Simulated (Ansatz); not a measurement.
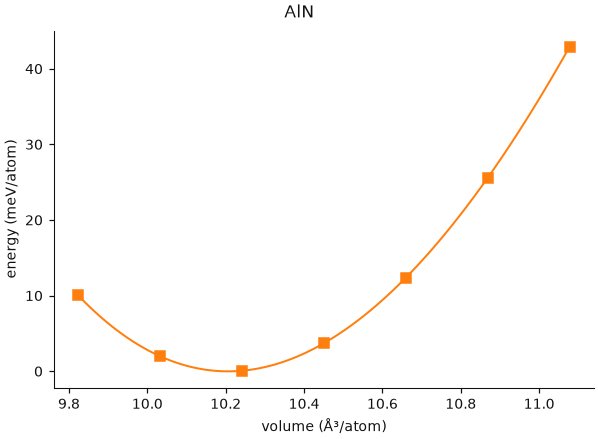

The plot gives the computed energy against volume for AlN, space group P6_3mc (No. 186).

Structure:
```
Al N
1.0
     3.11300    0.00000    0.00000
    -1.55650    2.69594    0.00000
     0.00000    0.00000    4.98100
Al N
2 2
Direct
  0.66667 0.33333 0.50000
  0.33333 0.66667 0.00000
  0.66667 0.33333 0.88000
  0.33333 0.66667 0.38000
```

Calculation (Ansatz 0.2.0): plane-wave DFT, no spin polarisation; energies at scaled volumes of the given cell, shape and fractions fixed, counted from the fit's minimum, third-order Birch-Murnaghan fit. Level: SVWN5.

k mesh 10×10×6; occupations Fermi–Dirac; smearing width 0.05 eV; potentials Ansatz PAW; wave cutoff 420 eV; density cutoff 1680 eV.

This calculation gives: equilibrium volume 10.21 Å³/atom and bulk modulus 211 GPa.

Now the level changes from SVWN5 to BLYP. How do these quantities change?

The equilibrium volume rises from 10.21 to 10.80 Å³/atom (+5.8 %) and the bulk modulus falls from 211 to 186 GPa (−12 %).

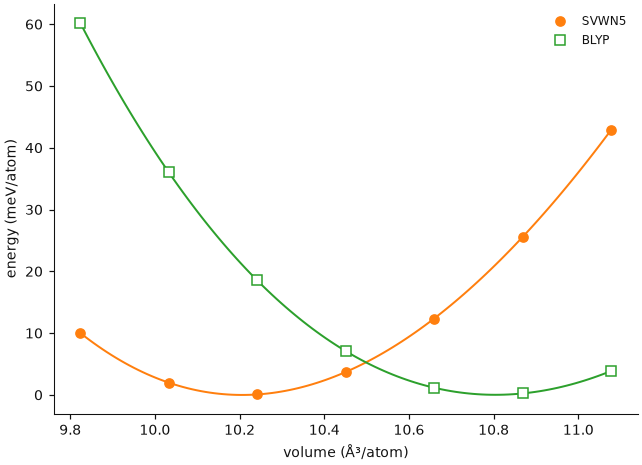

The two results together.

For SVWN5, limits of the calculation: shape and atomic fractions are frozen while scaling, which makes layered, chain and framework solids too stiff.

For BLYP, limits of the calculation: the functional was run on potentials made for another functional; shape and atomic fractions are frozen while scaling, which makes layered, chain and framework solids too stiff.

V0 and the bulk modulus come from third-order Birch–Murnaghan fits.
